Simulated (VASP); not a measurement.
**Geometry relaxation of MoS$_{2}$ (part 3 of 3)**

MoS$_{2}$ (P6₃/mmc, 6 atoms in the cell); Kohn-Sham DFT of a periodic cell, LDA, VASP PAW LDA potentials, recommended, no spin polarisation (VASP 6.6.1); cutoff 600 eV, 10×10×3 k-mesh, fermi-dirac of 0.05 eV. The structure derives from an entry of the Crystallography Open Database.

Geometry of the input (Å; fractional positions):
```
3.1690  0.0000  0.0000
-1.5845  2.7444  0.0000
0.0000  0.0000  12.3240
Mo 0.6667  0.3333  0.7500
Mo 0.3333  0.6667  0.2500
S  0.6667  0.3333  0.3770
S  0.3333  0.6667  0.8770
S  0.6667  0.3333  0.1230
S  0.3333  0.6667  0.6230
```

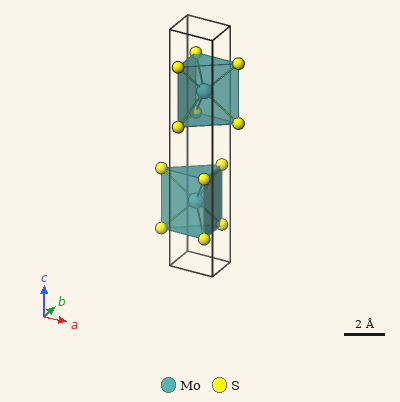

Figure 1. The geometry at step 6 of the log (polyhedral view of the cell of the calculation, seen slightly off an axis; polyhedra are completed across the faces of the cell).

**Parts of OUTCAR, continued**
```
 -----------------------------------------------------------------------------
  energy-cutoff  :      600.00
  volume of cell :      101.12
      direct lattice vectors                 reciprocal lattice vectors
     3.117140391  0.000000000 -0.000000000     0.320806853  0.185217923  0.000000000
    -1.558570195  2.699522765  0.000000000    -0.000000000  0.370435846  0.000000000
    -0.000000000 -0.000000000 12.017125297     0.000000000 -0.000000000  0.083214577

 POSITION                                       TOTAL-FORCE (eV/Angst)
 -----------------------------------------------------------------------------------
      1.55857      0.89984      9.01284        -0.000000      0.000000      0.000000
     -0.00000      1.79968      3.00428         0.000000     -0.000000      0.000000
      1.55857      0.89984      4.55358        -0.000000     -0.000000      0.138566
     -0.00000      1.79968     10.56215        -0.000000     -0.000000      0.138566
      1.55857      0.89984      1.45498         0.000000      0.000000     -0.138566
     -0.00000      1.79968      7.46354         0.000000      0.000000     -0.138566
 -----------------------------------------------------------------------------------
    total drift:                               -0.000000      0.000000     -0.000000

  FREE ENERGIE OF THE ION-ELECTRON SYSTEM (eV)
  ---------------------------------------------------
  free  energy   TOTEN  =       -48.9582336492 eV

  energy  without entropy=      -48.9582234865  energy(sigma->0) =      -48.95822857

--------------------------------------- Ionic step       13  -------------------------------------------

 number of electron      51.9999999 magnetization

 Free energy of the ion-electron system (eV)
  ---------------------------------------------------
  ext. energy  EPLUGINS =         0.00000000
  ---------------------------------------------------
  free energy    TOTEN  =       -48.96147021 eV

  energy without entropy =      -48.96146154  energy(sigma->0) =      -48.96146587

 E-fermi :   8.4015     XC(G=0): -11.3799     alpha+bet :-14.2063

 val. band max:        8.0653962950   @ k =   0.0000   0.0000   0.0000
 cond. band min:       8.8308537705   @ k =   0.2000   0.2000   0.0000
 fundamental gap:      0.7654574755
 Fermi energy:         8.4015169740

 k-point     1 :       0.0000    0.0000    0.0000
  band No.  band energies     occupation
      1     -53.1201      2.00000
      2     -53.1201      2.00000
      3     -27.5123      2.00000
      4     -27.5121      2.00000
      5     -27.2236      2.00000
      6     -27.2236      2.00000
      7     -27.2236      2.00000
      8     -27.2236      2.00000
      9      -7.1469      2.00000
     10      -6.7998      2.00000
     11      -5.8850      2.00000
     12      -5.3077      2.00000
     13       0.8069      2.00000
     14       2.0289      2.00000
     15       4.2417      2.00000
     16       4.6423      2.00000
     17       4.6423      2.00000
     18       4.6574      2.00000
     19       4.6574      2.00000
     20       5.7959      2.00000
     21       5.7959      2.00000
     22       5.8535      2.00000
     23       5.8535      2.00000
     24       6.6660      2.00000
     25       6.9278      2.00000
     26       8.0654      1.99760
     27      10.1966      0.00000
     28      10.1966      0.00000
     29      10.2287      0.00000
     30      10.2287      0.00000
     31      10.3793      0.00000

 k-point     2 :       0.1000   -0.0000    0.0000
  band No.  band energies     occupation
      1     -53.1153      2.00000
      2     -53.1153      2.00000
      3     -27.5033      2.00000
      4     -27.5031      2.00000
      5     -27.2692      2.00000
      6     -27.2692      2.00000
      7     -27.2339      2.00000
      8     -27.2339      2.00000
      9      -6.9845      2.00000
     10      -6.6397      2.00000
     11      -5.8072      2.00000
     12      -5.2545      2.00000
     13       0.9881      2.00000
     14       2.2033      2.00000
     15       3.9583      2.00000
     16       4.2985      2.00000
     17       4.3290      2.00000
     18       4.8057      2.00000
     19       4.8306      2.00000
     20       5.2505      2.00000
     21       5.5449      2.00000
     22       5.6108      2.00000
     23       5.9431      2.00000
     24       6.6945      2.00000
     25       7.0823      2.00000
     26       7.7400      2.00000
     27      10.0291      0.00000
     28      10.0783      0.00000
     29      10.1035      0.00000
     30      10.1814      0.00000
     31      10.2572      0.00000

 k-point     3 :       0.2000   -0.0000    0.0000
  band No.  band energies     occupation
      1     -53.1028      2.00000
      2     -53.1028      2.00000
      3     -27.4795      2.00000
      4     -27.4794      2.00000
      5     -27.3871      2.00000
      6     -27.3871      2.00000
      7     -27.2607      2.00000
      8     -27.2607      2.00000
      9      -6.5300      2.00000
     10      -6.1977      2.00000
     11      -5.5895      2.00000
     12      -5.1091      2.00000
     13       1.4168      2.00000
     14       2.5206      2.00000
     15       3.3869      2.00000
     16       3.5796      2.00000
     17       3.7412      2.00000
     18       4.3140      2.00000
     19       5.0081      2.00000
     20       5.0881      2.00000
     21       5.2428      2.00000
     22       5.2976      2.00000
     23       5.8226      2.00000
     24       6.6149      2.00000
     25       6.7399      2.00000
     26       6.9049      2.00000
     27       9.3244      0.00000
     28       9.8017      0.00000
     29       9.9794      0.00000
     30      10.0887      0.00000
     31      10.1419      0.00000

 k-point     4 :       0.3000    0.0000    0.0000
  band No.  band energies     occupation
      1     -53.0874      2.00000
      2     -53.0874      2.00000
      3     -27.5299      2.00000
      4     -27.5299      2.00000
      5     -27.4501      2.00000
      6     -27.4500      2.00000
      7     -27.2936      2.00000
      8     -27.2936      2.00000
      9      -5.8861      2.00000
     10      -5.5915      2.00000
     11      -5.2829      2.00000
     12      -4.9176      2.00000
     13       1.6226      2.00000
     14       2.2306      2.00000
     15       2.7729      2.00000
     16       3.0429      2.00000
     17       3.3697      2.00000
     18       3.6970      2.00000
     19       4.4847      2.00000
     20       4.5754      2.00000
     21       5.4428      2.00000
     22       5.7788      2.00000
     23       5.8971      2.00000
     24       6.1240      2.00000
     25       6.1288      2.00000
     26       6.3977      2.00000
     27       9.2491      0.00000
     28       9.5678      0.00000
     29       9.8042      0.00000
     30      10.1828      0.00000
     31      10.3625      0.00000

 k-point     5 :       0.4000   -0.0000    0.0000
  band No.  band energies     occupation
      1     -53.0749      2.00000
      2     -53.0749      2.00000
      3     -27.6433      2.00000
      4     -27.6432      2.00000
      5     -27.4261      2.00000
      6     -27.4260      2.00000
      7     -27.3201      2.00000
      8     -27.3201      2.00000
      9      -5.2503      2.00000
     10      -5.0360      2.00000
     11      -4.9830      2.00000
     12      -4.7623      2.00000
     13       1.2868      2.00000
     14       1.6826      2.00000
     15       2.2714      2.00000
     16       2.6366      2.00000
     17       2.7901      2.00000
     18       3.5973      2.00000
     19       4.1293      2.00000
     20       4.2260      2.00000
     21       5.1952      2.00000
     22       5.6608      2.00000
     23       6.1671      2.00000
     24       6.1886      2.00000
     25       6.3760      2.00000
     26       6.5335      2.00000
     27       9.6174      0.00000
     28       9.7263      0.00000
     29       9.7395      0.00000
     30      10.3147      0.00000
     31      10.7420      0.00000

 [... the levels of 18 k-points are left out ...]

 k-point    24 :       0.4000    0.1000    0.3333
  band No.  band energies     occupation
      1     -53.0701      2.00000
      2     -53.0701      2.00000
      3     -27.6624      2.00000
      4     -27.6624      2.00000
      5     -27.4169      2.00000
      6     -27.4169      2.00000
      7     -27.3552      2.00000
      8     -27.3552      2.00000
      9      -4.9524      2.00000
     10      -4.8996      2.00000
     11      -4.7592      2.00000
     12      -4.7124      2.00000
     13       1.3454      2.00000
     14       1.5299      2.00000
     15       2.1187      2.00000
     16       2.1751      2.00000
     17       2.9830      2.00000
     18       3.3232      2.00000
     19       4.0012      2.00000
     20       4.1039      2.00000
     21       5.2567      2.00000
     22       5.4200      2.00000
     23       5.6355      2.00000
     24       5.7306      2.00000
     25       6.7597      2.00000
     26       6.8510      2.00000
     27       9.6444      0.00000
     28       9.7673      0.00000
     29      10.1564      0.00000
     30      10.3189      0.00000
     31      11.0264      0.00000

 [... further k-points ...]

------------------------ aborting loop because EDIFF is reached ----------------------------------------

  FORCE on cell =-STRESS in cart. coord.  units (eV):
  Direction    XX          YY          ZZ          XY          YZ          ZX
  --------------------------------------------------------------------------------------
  -------------------------------------------------------------------------------------
  Total       -0.0158570     -0.0158570      0.0261426      0.0000000     -0.0000000      0.0000000
  in kB       -0.2491195     -0.2491195      0.4107106      0.0000000     -0.0000000      0.0000000
  external PRESSURE =      -0.0291761 kB  Pullay stress =       0.0000000 kB

 VOLUME and BASIS-vectors are now :
 -----------------------------------------------------------------------------
  energy-cutoff  :      600.00
  volume of cell :      101.98
      direct lattice vectors                 reciprocal lattice vectors
     3.123945992  0.000000000 -0.000000000     0.320107967  0.184814421  0.000000000
    -1.561972996  2.705416589  0.000000000    -0.000000000  0.369628842  0.000000000
    -0.000000000 -0.000000000 12.066606069     0.000000000 -0.000000000  0.082873344

 POSITION                                       TOTAL-FORCE (eV/Angst)
 -----------------------------------------------------------------------------------
      1.56197      0.90181      9.04995         0.000000     -0.000000      0.000000
     -0.00000      1.80361      3.01665        -0.000000      0.000000      0.000000
      1.56197      0.90181      4.57080        -0.000000     -0.000000      0.002126
     -0.00000      1.80361     10.60410        -0.000000     -0.000000      0.002126
      1.56197      0.90181      1.46251         0.000000      0.000000     -0.002126
     -0.00000      1.80361      7.49581         0.000000      0.000000     -0.002126
 -----------------------------------------------------------------------------------
    total drift:                               -0.000000      0.000000     -0.000000

  FREE ENERGIE OF THE ION-ELECTRON SYSTEM (eV)
  ---------------------------------------------------
  free  energy   TOTEN  =       -48.9614702131 eV

  energy  without entropy=      -48.9614615359  energy(sigma->0) =      -48.96146587

 reached required accuracy - stopping structural energy minimisation
```

**CONTCAR**
```
MoS2
   1.00000000000000
     3.1239459915686916    0.0000000000000001   -0.0000000000000000
    -1.5619729957843458    2.7054165887558672    0.0000000000000000
    -0.0000000000000000   -0.0000000000000000   12.0666060685151386
  Mo              S
     2     4
Direct
     0.6666666667000030    0.3333333332999970    0.7500000000000000
     0.3333333332999970    0.6666666667000030    0.2500000000000000
     0.6666666667000030    0.3333333332999970    0.3787973058769722
     0.3333333332999970    0.6666666667000030    0.8787973058769724
     0.6666666667000030    0.3333333332999970    0.1212026941230278
     0.3333333332999970    0.6666666667000030    0.6212026941230276

  0.00000000E+00  0.00000000E+00  0.00000000E+00
  0.00000000E+00  0.00000000E+00  0.00000000E+00
  0.00000000E+00  0.00000000E+00  0.00000000E+00
  0.00000000E+00  0.00000000E+00  0.00000000E+00
  0.00000000E+00  0.00000000E+00  0.00000000E+00
  0.00000000E+00  0.00000000E+00  0.00000000E+00
```

**Trajectory as extended XYZ (Å, eV, eV/Å), 13 frames, from step=0 to step=12**
```
6
Lattice="3.1690 0.0000 0.0000 -1.5845 2.7444 0.0000 0.0000 0.0000 12.3240" Properties=species:S:1:pos:R:3:forces:R:3 step=0 energy=-48.88915
Mo    1.5845    0.9148    9.2430    0.0000   0.0000   0.0000
Mo    0.0000    1.8296    3.0810    0.0000   0.0000   0.0000
S     1.5845    0.9148    4.6461    0.0000   0.0000  -0.4652
S     0.0000    1.8296   10.8081    0.0000   0.0000  -0.4652
S     1.5845    0.9148    1.5159    0.0000   0.0000   0.4652
S     0.0000    1.8296    7.6779    0.0000   0.0000   0.4652
6
Lattice="3.0722 0.0000 0.0000 -1.5361 2.6606 0.0000 -0.0000 -0.0000 11.9742" Properties=species:S:1:pos:R:3:forces:R:3 step=1 energy=-48.67526
Mo    1.5361    0.8869    8.9807    0.0000   0.0000   0.0000
Mo    0.0000    1.7738    2.9936    0.0000   0.0000   0.0000
S     1.5361    0.8869    4.4925    0.0000   0.0000   1.6292
S     0.0000    1.7738   10.4796    0.0000   0.0000   1.6292
S     1.5361    0.8869    1.4946    0.0000   0.0000  -1.6292
S     0.0000    1.7738    7.4818    0.0000   0.0000  -1.6292
6
Lattice="3.1369 0.0000 0.0000 -1.5684 2.7166 0.0000 -0.0000 -0.0000 12.2078" Properties=species:S:1:pos:R:3:forces:R:3 step=2 energy=-48.95329
Mo    1.5684    0.9055    9.1559    0.0000   0.0000   0.0000
Mo    0.0000    1.8111    3.0520    0.0000   0.0000   0.0000
S     1.5684    0.9055    4.5954    0.0000   0.0000   0.1483
S     0.0000    1.8111   10.6993    0.0000   0.0000   0.1483
S     1.5684    0.9055    1.5085    0.0000   0.0000  -0.1483
S     0.0000    1.8111    7.6124    0.0000   0.0000  -0.1483
6
Lattice="3.1362 0.0000 0.0000 -1.5681 2.7160 0.0000 -0.0000 -0.0000 12.2055" Properties=species:S:1:pos:R:3:forces:R:3 step=3 energy=-48.95332
Mo    1.5681    0.9053    9.1541    0.0000   0.0000   0.0000
Mo    0.0000    1.8107    3.0514    0.0000   0.0000   0.0000
S     1.5681    0.9053    4.5944    0.0000   0.0000   0.1605
S     0.0000    1.8107   10.6971    0.0000   0.0000   0.1605
S     1.5681    0.9053    1.5084    0.0000   0.0000  -0.1605
S     0.0000    1.8107    7.6111    0.0000   0.0000  -0.1605
6
Lattice="3.1226 0.0000 0.0000 -1.5613 2.7042 -0.0000 -0.0000 -0.0000 12.2448" Properties=species:S:1:pos:R:3:forces:R:3 step=4 energy=-48.95830
Mo    1.5613    0.9014    9.1836    0.0000   0.0000   0.0000
Mo    0.0000    1.8028    3.0612    0.0000   0.0000   0.0000
S     1.5613    0.9014    4.6153    0.0000   0.0000   0.0353
S     0.0000    1.8028   10.7378    0.0000   0.0000   0.0353
S     1.5613    0.9014    1.5071    0.0000   0.0000  -0.0353
S     0.0000    1.8028    7.6295    0.0000   0.0000  -0.0353
6
Lattice="3.1227 0.0000 0.0000 -1.5614 2.7043 -0.0000 -0.0000 -0.0000 12.2445" Properties=species:S:1:pos:R:3:forces:R:3 step=5 energy=-48.95830
Mo    1.5614    0.9014    9.1834    0.0000   0.0000   0.0000
Mo    0.0000    1.8029    3.0611    0.0000   0.0000   0.0000
S     1.5614    0.9014    4.6152    0.0000   0.0000   0.0364
S     0.0000    1.8029   10.7374    0.0000   0.0000   0.0364
S     1.5614    0.9014    1.5071    0.0000   0.0000  -0.0364
S     0.0000    1.8029    7.6293    0.0000   0.0000  -0.0364
6
Lattice="3.1230 0.0000 0.0000 -1.5615 2.7046 -0.0000 -0.0000 -0.0000 12.2437" Properties=species:S:1:pos:R:3:forces:R:3 step=6 energy=-48.95830
Mo    1.5615    0.9015    9.1828    0.0000   0.0000   0.0000
Mo    0.0000    1.8031    3.0609    0.0000   0.0000   0.0000
S     1.5615    0.9015    4.6148    0.0000   0.0000   0.0385
S     0.0000    1.8031   10.7366    0.0000   0.0000   0.0385
S     1.5615    0.9015    1.5071    0.0000   0.0000  -0.0385
S     0.0000    1.8031    7.6289    0.0000   0.0000  -0.0385
6
Lattice="3.1231 0.0000 -0.0000 -1.5616 2.7047 0.0000 -0.0000 -0.0000 12.2295" Properties=species:S:1:pos:R:3:forces:R:3 step=7 energy=-48.95879
Mo    1.5616    0.9016    9.1722    0.0000   0.0000   0.0000
Mo    0.0000    1.8031    3.0574    0.0000   0.0000   0.0000
S     1.5616    0.9016    4.6113    0.0000   0.0000   0.0337
S     0.0000    1.8031   10.7261    0.0000   0.0000   0.0337
S     1.5616    0.9016    1.5035    0.0000   0.0000  -0.0337
S     0.0000    1.8031    7.6182    0.0000   0.0000  -0.0337
6
Lattice="3.1236 0.0000 -0.0000 -1.5618 2.7051 0.0000 -0.0000 -0.0000 12.1871" Properties=species:S:1:pos:R:3:forces:R:3 step=8 energy=-48.96002
Mo    1.5618    0.9017    9.1403    0.0000   0.0000   0.0000
Mo    0.0000    1.8034    3.0468    0.0000   0.0000   0.0000
S     1.5618    0.9017    4.6010    0.0000   0.0000   0.0206
S     0.0000    1.8034   10.6945    0.0000   0.0000   0.0206
S     1.5618    0.9017    1.4926    0.0000   0.0000  -0.0206
S     0.0000    1.8034    7.5861    0.0000   0.0000  -0.0206
6
Lattice="3.1245 0.0000 -0.0000 -1.5623 2.7059 0.0000 -0.0000 -0.0000 12.1022" Properties=species:S:1:pos:R:3:forces:R:3 step=9 energy=-48.96135
Mo    1.5623    0.9020    9.0766    0.0000   0.0000   0.0000
Mo    0.0000    1.8039    3.0255    0.0000   0.0000   0.0000
S     1.5623    0.9020    4.5802    0.0000   0.0000  -0.0063
S     0.0000    1.8039   10.6313    0.0000   0.0000  -0.0063
S     1.5623    0.9020    1.4709    0.0000   0.0000   0.0063
S     0.0000    1.8039    7.5220    0.0000   0.0000   0.0063
6
Lattice="3.1248 0.0000 -0.0000 -1.5624 2.7062 0.0000 -0.0000 -0.0000 12.0730" Properties=species:S:1:pos:R:3:forces:R:3 step=10 energy=-48.96142
Mo    1.5624    0.9021    9.0548    0.0000   0.0000   0.0000
Mo    0.0000    1.8041    3.0183    0.0000   0.0000   0.0000
S     1.5624    0.9021    4.5730    0.0000   0.0000  -0.0161
S     0.0000    1.8041   10.6095    0.0000   0.0000  -0.0161
S     1.5624    0.9021    1.4635    0.0000   0.0000   0.0161
S     0.0000    1.8041    7.5000    0.0000   0.0000   0.0161
6
Lattice="3.1171 0.0000 -0.0000 -1.5586 2.6995 0.0000 -0.0000 -0.0000 12.0171" Properties=species:S:1:pos:R:3:forces:R:3 step=11 energy=-48.95823
Mo    1.5586    0.8998    9.0128    0.0000   0.0000   0.0000
Mo    0.0000    1.7997    3.0043    0.0000   0.0000   0.0000
S     1.5586    0.8998    4.5536    0.0000   0.0000   0.1386
S     0.0000    1.7997   10.5621    0.0000   0.0000   0.1386
S     1.5586    0.8998    1.4550    0.0000   0.0000  -0.1386
S     0.0000    1.7997    7.4635    0.0000   0.0000  -0.1386
6
Lattice="3.1239 0.0000 -0.0000 -1.5620 2.7054 0.0000 -0.0000 -0.0000 12.0666" Properties=species:S:1:pos:R:3:forces:R:3 step=12 energy=-48.96147
Mo    1.5620    0.9018    9.0500    0.0000   0.0000   0.0000
Mo    0.0000    1.8036    3.0167    0.0000   0.0000   0.0000
S     1.5620    0.9018    4.5708    0.0000   0.0000   0.0021
S     0.0000    1.8036   10.6041    0.0000   0.0000   0.0021
S     1.5620    0.9018    1.4625    0.0000   0.0000  -0.0021
S     0.0000    1.8036    7.4958    0.0000   0.0000  -0.0021
```

**Summary**

- outcome: converged
- space group (tolerance 0.01 Å): P6₃/mmc (194)
- electrons treated: 52
- free energy: −48.9615 eV
- Fermi energy: 8.402 eV
- gap on the k-point mesh: 0.77 eV
- pressure: 0.00 GPa
- final volume: 101.98 Å³
- largest force (length of the vector) at the end: 0.002 eV/Å
- final cell: a = 3.124 Å, b = 3.124 Å, c = 12.067 Å, α = 90.00°, β = 90.00°, γ = 120.00°
- wall time: 5.6 min
- peak memory: 0.28 GiB
